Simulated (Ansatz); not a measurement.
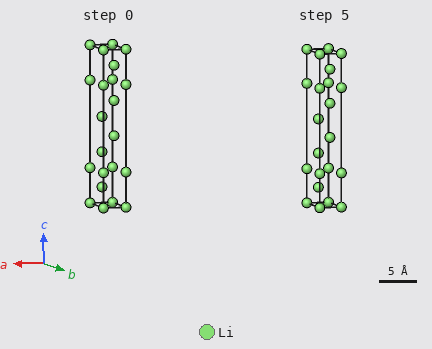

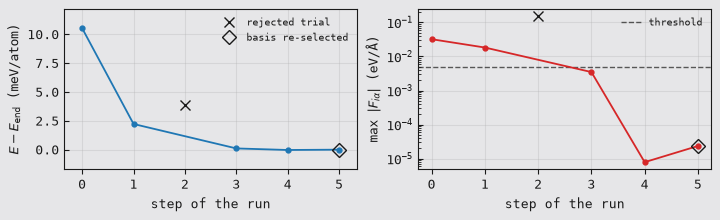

First and last geometry of a relaxation of solid Li (set up in R-3m), with the history of the run. A spheres-only model of the conventional cell (3 times the calculation's cell), seen from a free direction. Lengths and directions refer to the drawn axes.

All numbers below come from DFT PBE+D3(BJ), scalar-relativistic, plane waves, PAW (Ansatz 0.2.0).

Input file:
```yaml
crystal:
  lattice:
    - [1.5393364129, 0.8887362923, 7.45647799]
    - [-1.5393364129, 0.8887362923, 7.45647799]
    - [0.0, -1.7774725847, 7.45647799]
  atoms:
    - { symbol: Li, position: [0.77702792, 0.77702792, 0.77702792] }
    - { symbol: Li, position: [0.22297208, 0.22297208, 0.22297208] }
    - { symbol: Li, position: [0.0, 0.0, 0.0] }
basis:
  ecutwfc: 420
kpoints:
  mp_grid: { grid: [15, 15, 15] }
hamiltonian:
  xc: pbe
  dispersion: d3bj
scf:
  occupations: { method: gaussian, width: 0.1 }
output:
  forces: true
  stress: true
  eigenvalues: true
relax:
  adjacent_minimum: "off"
  f_tol: 0.005
  max_steps: 80
  cell: { stress_tol: 0.05 }
```

Question: Did the run converge, and what did it change?

Answer: It converged. The largest moves relative to the cell, 0.016 Å, are those of Li1 and Li2. Li1 goes along +c. Cell: a = b 3.079 → 2.956 Å (−4.0 %), c 22.369 → 21.745 Å (−2.8 %). Volume −10.4 %. Among the contacts that change: Li1–Li1 3.079 → 2.956 Å, Li1–Li3 3.042 → 2.958 Å. The space group stays R-3m (No. 166). The energy falls by 10.5 meV per atom in 3 accepted moves (5 points after the start). Largest force component: 0.032 eV/Å at the start, under 0.0001 eV/Å at the end. The pressure goes from −1.42 to −0.01 GPa. The line search rejected the trial step at point 2 of the run. At 1 point the geometry stayed and the basis and grid were re-selected for the new cell (energy shift of less than 0.05 meV per atom at most each time). The run took of the order of 110 core-seconds on a shared host.
